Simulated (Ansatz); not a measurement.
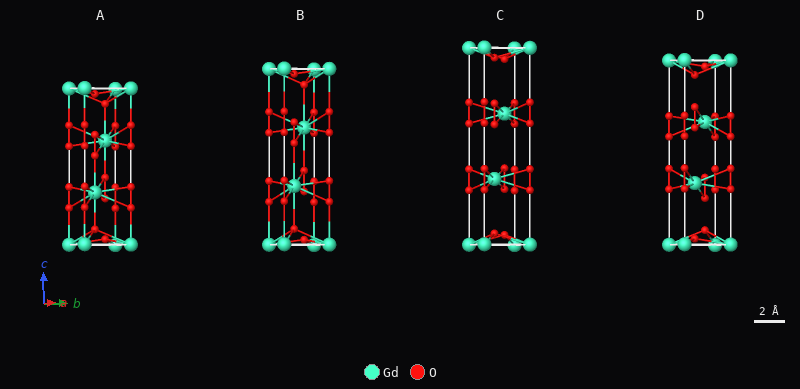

4 geometries from one relaxation of crystalline GdO4 (a generated structure, set up in R-3m) (coarse preliminary run), in shuffled order. The picture is a ball-and-stick view of the conventional cell (3 times the calculation's cell), seen from a free direction. Lengths and directions refer to the drawn axes.

Method: Ansatz 0.2.0, DFT PBE, scalar-relativistic, plane waves, PAW. Settings: plane-wave cutoff 420 eV; k-point mesh 6 × 6 × 6; occupations gaussian; smearing width 0.1 eV; collinear spin; cell and atoms relaxed; force threshold 0.04 eV/Å; at most 70 steps.

Put them in the order of the run, from the start to the converged end.

D, C, B, A. They are steps 0, 6, 9, 17, at +0.729 eV per cell of the calculation, +0.358 eV per cell of the calculation, +0.139 eV per cell of the calculation relative to the last. After 14 accepted moves (17 points after the start) the energy has fallen by 0.729 eV per cell of the calculation. Largest force component: 1.3 eV/Å at the start, 0.004 eV/Å at the end. Pressure: 0.43 GPa at the start and −0.08 GPa at the end. The line search rejected the trial step at point 12 of the run. At 2 points the geometry stayed and the basis and grid were re-selected for the new cell (energy shift of 12.1 meV per cell of the calculation at most each time). The largest moves relative to the cell, 0.68 Å, are those of O atoms. Gd stays in place. The volume changes by −14.4 %, with a = b 4.287 → 4.306 Å (+0.4 %), c 12.336 → 10.462 Å (−15.2 %). Among the contacts that change: Gd–O 3.718 → 2.468 Å, Gd–O 2.506 → 2.687 Å, Gd–O 2.663 → 2.515 Å, O–O 1.378 → 1.400 Å. New bonds form: Gd–O (3.72 → 2.47 Å). Among the angles between lasting bonds that change: Gd–O–O 81.0° → 67.7°, Gd–O–O 68.3° → 81.3°, Gd–O–Gd 117.6° → 106.5°. The space group stays R-3m (No. 166).
